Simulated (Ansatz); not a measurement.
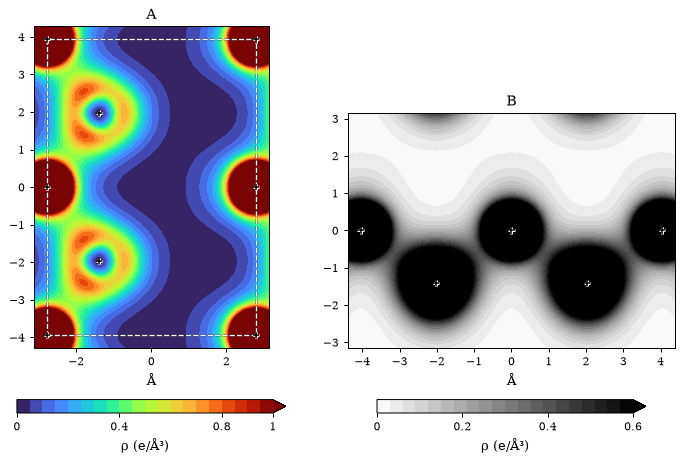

The valence charge density (pseudo) of 2 systems, each on a plane through atoms (crosses mark nuclei in the plane).

All numbers below come from DFT, HSE06, plane waves, PAW in Ansatz.

System 1: ZnSe, the (010) plane of the conventional cell. Space group I-4m2; started from the zincblende prototype, which need not be the ambient phase; changed on purpose from its base cell (epitaxial xy strain +1.0%).

```
CELL_PARAMETERS angstrom
2.86074 -2.86074 0.00000
2.86074 2.86074 0.00000
0.00000 0.00000 5.59898
ATOMIC_POSITIONS crystal
Zn 0.00000 0.00000 0.00000
Zn 0.50000 0.50000 0.50000
Se 0.00000 0.50000 0.25000
Se 0.50000 0.00000 0.75000
```

System 2: GaP, the (101) plane of the conventional cell. Space group F-43m; started from the zincblende prototype, which need not be the ambient phase; changed on purpose from its base cell (hydrostatic strain +2.0%); computed pressure about −4 GPa in this cell.

```yaml
crystal:
  lattice:
    - [5.55981, 0.00000, 0.00000]
    - [0.00000, 0.00000, -5.55981]
    - [0.00000, 5.55981, 0.00000]
  atoms:
    - { symbol: Ga, position: [0.50000, 0.50000, 0.00000] }
    - { symbol: Ga, position: [0.00000, 0.50000, 0.50000] }
    - { symbol: Ga, position: [0.00000, 0.00000, 0.00000] }
    - { symbol: Ga, position: [0.50000, 0.00000, 0.50000] }
    - { symbol: P, position: [0.25000, 0.75000, 0.25000] }
    - { symbol: P, position: [0.75000, 0.75000, 0.75000] }
    - { symbol: P, position: [0.75000, 0.25000, 0.25000] }
    - { symbol: P, position: [0.25000, 0.25000, 0.75000] }
```

Question: Match each panel to its system.

Answer: Panel A is system 2, GaP: the plane holds Ga and P. Ga–P (2.41 Å): ρ is about 0.52 e/Å³ halfway. Panel B is system 1, ZnSe: the plane holds Zn and Se. Zn–Se (2.46 Å): ρ is about 0.46 e/Å³ halfway.
